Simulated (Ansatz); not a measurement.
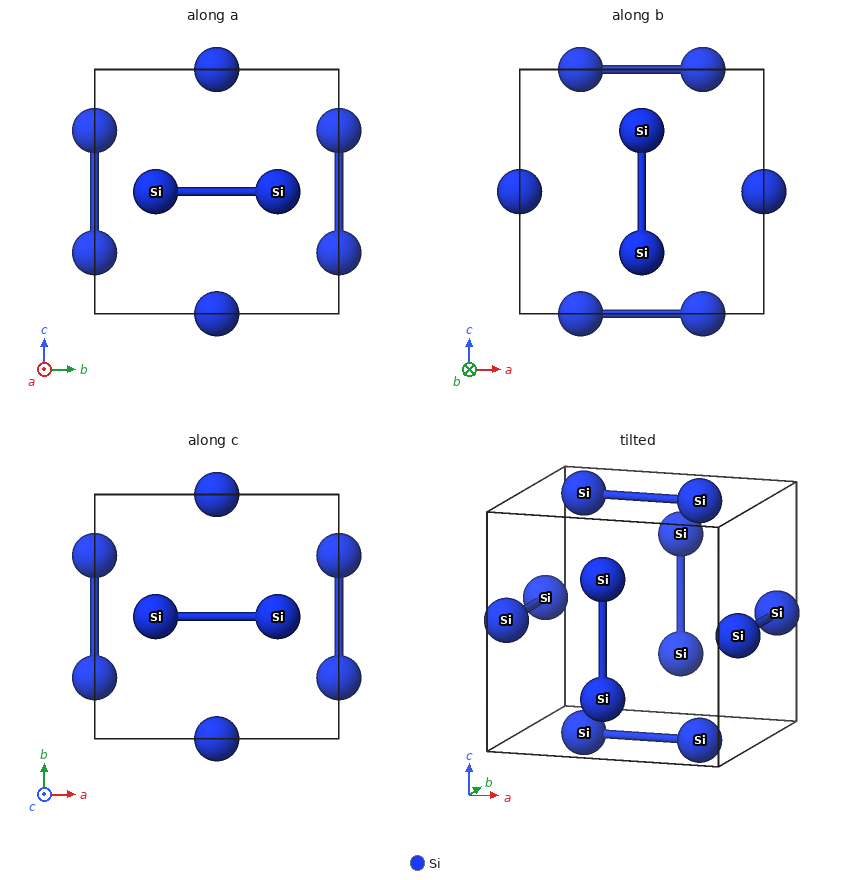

The image is a ball-and-stick drawing of a crystal, viewed along the a axis, along the b axis, along the c axis and slightly off an axis. The outline marks the conventional unit cell.

Lattice parameters: a = 4.6604 Å, b = 4.6604 Å, c = 4.6604 Å, α = 90.000°, β = 90.000°, γ = 90.000°.

Set out the cell and atoms as a CIF with its space group and independent sites.

Answer.
```cif
data_structure
_symmetry_space_group_name_H-M 'P m -3 n'
_symmetry_Int_Tables_number 223
_cell_length_a 4.6604
_cell_length_b 4.6604
_cell_length_c 4.6604
_cell_angle_alpha 90.000
_cell_angle_beta 90.000
_cell_angle_gamma 90.000
_cell_volume 101.22
loop_
_atom_site_label
_atom_site_type_symbol
_atom_site_symmetry_multiplicity
_atom_site_Wyckoff_symbol
_atom_site_fract_x
_atom_site_fract_y
_atom_site_fract_z
_atom_site_occupancy
Si1 Si 6 d 0.2500 0.5000 0.0000 1
```

The structure was taken from a random cell made by a generator, so it need not be a real form of the element. Earlier steps of the study may have refined or changed the cell and positions. It went into a calculation with Ansatz.
